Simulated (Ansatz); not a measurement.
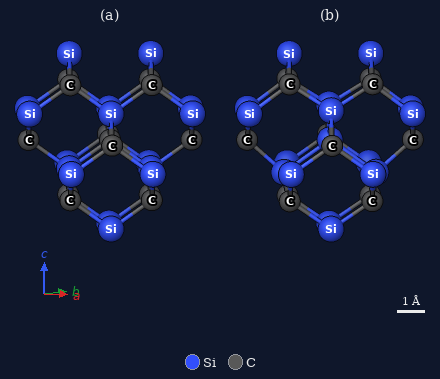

Left: perfect SiC. Right: the same region with one point defect, after relaxing the atoms in a supercell of 54 sites. Style: ball-and-stick. Shown: the atoms within 3.8 Å of one point, from a free direction.

Level of theory: DFT, PBE, plane-wave PAW, default files, scalar-relativistic, frozen cores (Ansatz 0.2.0). (plane-wave cutoff 420 eV; k-point mesh 3 × 3 × 3; occupations fermi dirac; smearing width 0.01 eV; no spin polarisation) The axes drawn are those of the host's conventional cell.

> Which defect is it?

A carbon atom is replaced by silicon.

The charge state of the cell is 0.

> What does the relaxation do around it?

In the host the C atom has 4 Si at 1.89 Å; the Si atom ends with 4 Si at 2.13 Å. Of the host's atoms, a silicon atom moves furthest from its site, by 0.24 Å. Relaxing the atoms from the host's sites lowers the energy by 4.63 eV.
